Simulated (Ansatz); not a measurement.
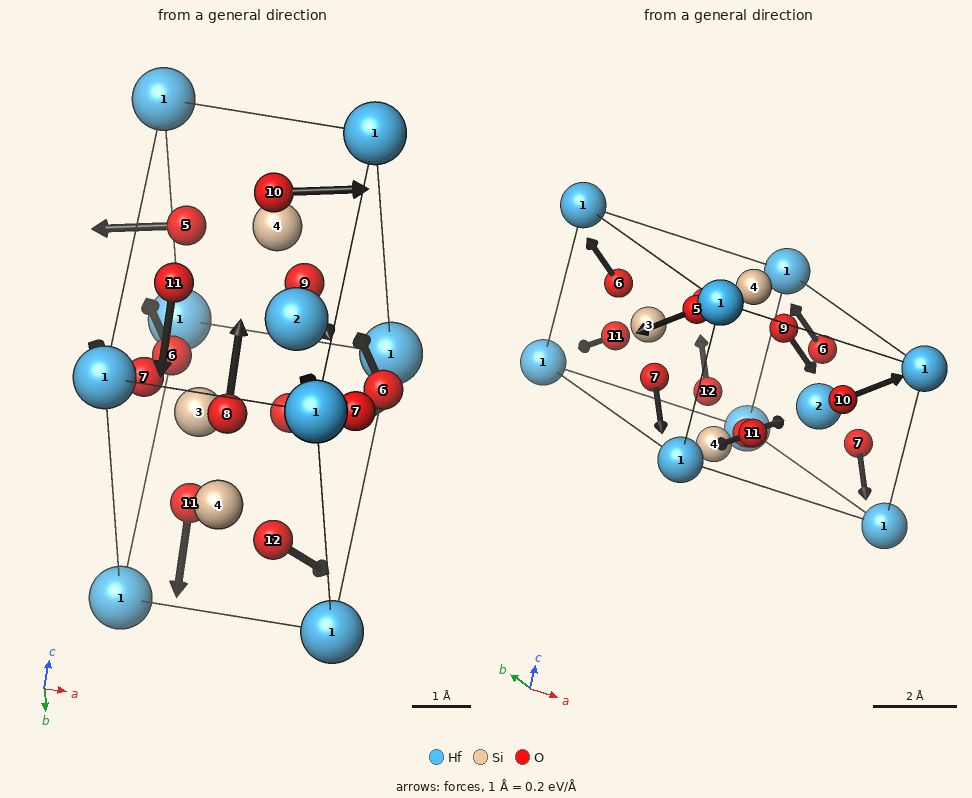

Shown here is a spheres-only view of the crystal, taken from two general directions. Thin lines show the simulation cell, with boundary atoms drawn in all their periodic places. The arrows are the computed forces on the atoms.

System: HfSiO4. Theory: DFT, PBE, plane waves, PAW (Ansatz). Numerical settings: an energy cutoff of 420 eV, k-grid 6×6×6, Fermi-Dirac smearing of 0.02 eV, no spin polarisation.

Are the forces small enough to call this converged?

No. The atoms still feel forces of up to about 0.28 eV/Å, far above a usual threshold of 0.01 to 0.03 eV/Å.

The model was built from a structure listed in the Materials Project. Earlier steps of the study, as a rule a relaxation of our own, may have changed the cell and positions, so they can lie some per cent off the listed ones. A calculation with Ansatz used it as input.
